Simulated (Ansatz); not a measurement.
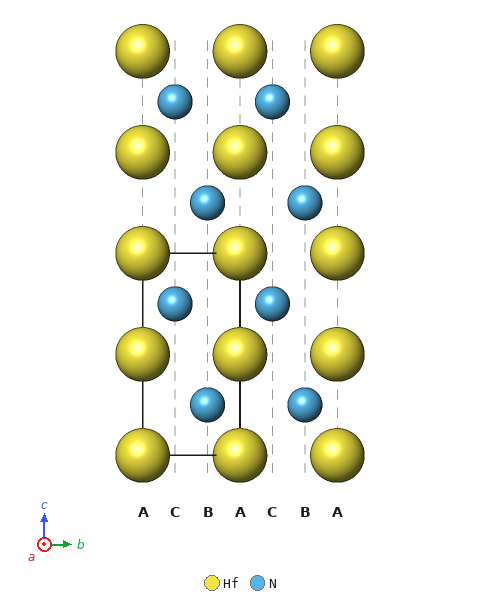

The picture looks along a close-packed row of the hexagonal mesh; c points upwards. The dashed lines mark the three columns A (0, 0), B (1/3, 2/3) and C (2/3, 1/3). The sequence starts with the first layer at or above the cell's origin.

System HfN (space group P6_3/mmc, No. 194); source of the atomic positions: coordinates from a relaxation with DFT PBEsol, scalar-relativistic, plane waves, PAW (Ansatz); the starting structure was generated, so it need not be a known form of this composition.

**List the layers of one repeat.**

Hf(A) – N(B) – Hf(A) – N(C) (four layers in 5.61 Å).

**How are the N layers alone stacked?**

N layers alone: BC, the hexagonal close-packed type.

**Which positions between or in the N layers do the other atoms fill?**

Hf: two octahedral sites (per hexagonal cell).

Heights of the layers:

```tsv
layer	atoms (column)	height (Å)	to next (Å)
1	Hf(A)	0.00	1.40
2	N(B)	1.40	1.40
3	Hf(A)	2.81	1.40
4	N(C)	4.21	1.40
```
